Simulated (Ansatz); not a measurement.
The compound is Mg3Sb2 (space group P-3m1, No. 164), taken as a calculation's input that goes back to an entry of the Crystallography Open Database (an earlier step may have relaxed or displaced it).

```cif
data_structure
_symmetry_space_group_name_H-M 'P 1'
_symmetry_Int_Tables_number 1
_cell_length_a 4.5820
_cell_length_b 4.5820
_cell_length_c 7.2440
_cell_angle_alpha 90.000
_cell_angle_beta 90.000
_cell_angle_gamma 120.000
_cell_volume 131.71
loop_
_atom_site_label
_atom_site_type_symbol
_atom_site_fract_x
_atom_site_fract_y
_atom_site_fract_z
_atom_site_occupancy
Mg1 Mg 0.33333 0.66667 0.63000 1
Mg2 Mg 0.66667 0.33333 0.37000 1
Mg3 Mg 0.00000 0.00000 0.00000 1
Sb1 Sb 0.33333 0.66667 0.23500 1
Sb2 Sb 0.66667 0.33333 0.76500 1
```

Describe the stacking along c, with columns A (0, 0), B (1/3, 2/3), C (2/3, 1/3) of the hexagonal mesh.

Mg(A) – Sb(B) – Mg(C) – Mg(B) – Sb(C) (five layers in 7.24 Å).

Sb layers alone: BC, the hexagonal close-packed type.

Mg: two tetrahedral sites and one octahedral site, counted in one hexagonal cell.

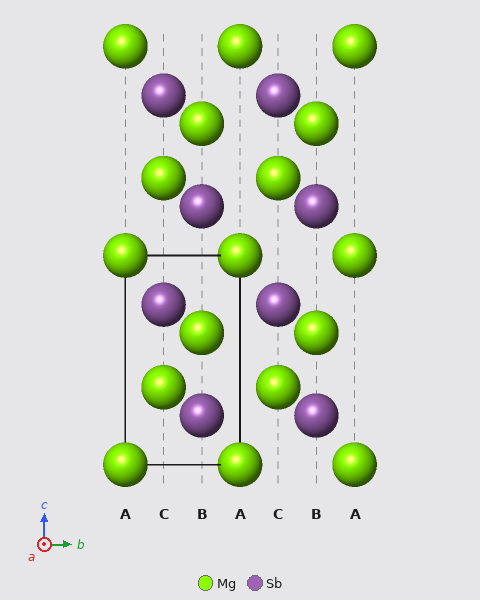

Projection along an edge of the hexagonal mesh, stacking direction c upwards. The dashed lines mark the three columns A (0, 0), B (1/3, 2/3) and C (2/3, 1/3). The sequence starts with the first layer at or above the cell's origin.
